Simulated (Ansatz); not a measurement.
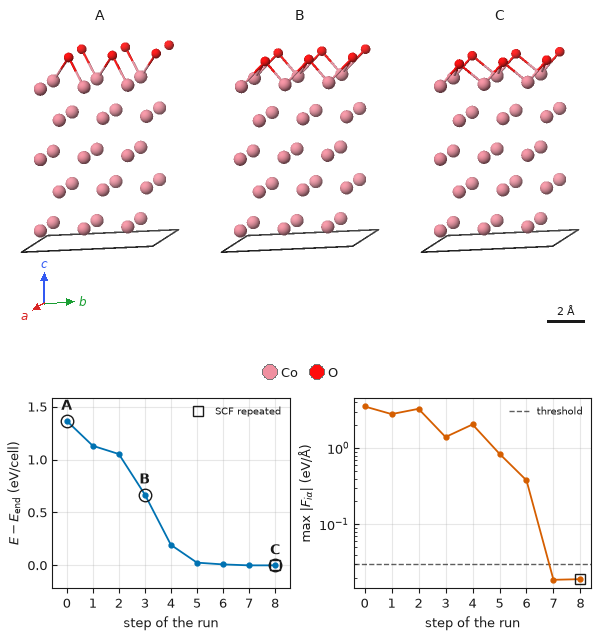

Frames of a constrained relaxation of a slab of composition Co$_{5}$O (cut from the P6_3/mmc phase), marked on the history of the run. Style: ball-and-stick. Shown: the 2 × 3 repeat of the cell, outlined in the plane, without the vacuum, slightly off an axis.

Case: O put at a bridge Co-Co site. The slab is the (0 0 1) face of Co with O on it. 2 atoms are held fixed.

Method: Ansatz 0.2.0, DFT PBEsol, scalar-relativistic, plane waves, PAW.

The input:
```yaml
crystal:
  lattice:
    - [2.4564222732, 0.0, 0.0]
    - [-1.2282111366, 2.127324091, 0.0]
    - [0.0, 0.0, 26.9388271088]
  atoms:
    - { symbol: Co, position: [0.6666666667, 0.3333333333, 0.3155296986], spin: 1.94 }
    - { symbol: Co, position: [0.3333333333, 0.6666666667, 0.3892042788], spin: 1.87 }
    - { symbol: Co, position: [0.6666666667, 0.3333333333, 0.4631034765], spin: 1.83 }
    - { symbol: Co, position: [0.3333333333, 0.6666666667, 0.5374082406], spin: 1.86 }
    - { symbol: Co, position: [0.6666666667, 0.3333333333, 0.6089479136], spin: 1.92 }
    - { symbol: O, position: [0.1666666667, -0.1666666667, 0.6638872023], spin: 2.0 }
basis:
  ecutwfc: 420
kpoints:
  mp_grid: { grid: [12, 12, 1] }
hamiltonian:
  xc: pbesol
scf:
  occupations: { method: gaussian, width: 0.1 }
output:
  forces: true
  eigenvalues: true
  populations: true
magnetization:
  spin_polarized: true
relax:
  adjacent_minimum: "off"
  f_tol: 0.03
  max_steps: 70
  constraints: [{ sites: [0, 1] }]
efield:
  axis: 3
  dipole_correction: true
  ramp_width: 0.04
```

Run as
```bash
ansatz run input.yaml --threads 2 --pin off --max-ram 5120MiB --backend cpu --events-out ev --progress --plain --runs-dir out
```

Question: What happens along the run?

Answer: Over 7 accepted moves (8 points after the start) the energy falls by 1.367 eV per cell of the calculation. Largest force component: 3.5 eV/Å at the start, 0.019 eV/Å at the end. 1 step only repeated the SCF at the same geometry. The atom that moves furthest is O6 (0.75 Å at 69° to the normal (−c side)). Largest moves by element: O 0.75 Å, Co 0.16 Å. The cell doesn't change. Some distances before and after: Co5–O6 2.592 → 1.763 Å, Co5–O6 (another image) 1.923 → 1.762 Å, Co4–Co5 2.393 → 2.542 Å, Co3–Co4 2.453 → 2.421 Å. New bonds form, among them: Co5–O6 (2.59 → 1.76 Å). Bond angles that change, for instance: O6–Co5–O6 79.4° → 88.4°, Co5–O6–Co5 79.4° → 88.4°. Cost: 15 min on 2 threads of Intel(R) Xeon(R) Processor @ 2.50GHz (Skylake/Cascade Lake) (shared host), peak memory 0.87 GiB. From step 0 to 3: O6 moves most (0.32 Å), energy −0.697 eV per cell of the calculation. From step 3 to 8: O6 moves most (0.45 Å), energy −0.670 eV per cell of the calculation.

Limits of the set-up: the periodic images lie only 2.5 Å apart, so the values are limited by the cell's size.
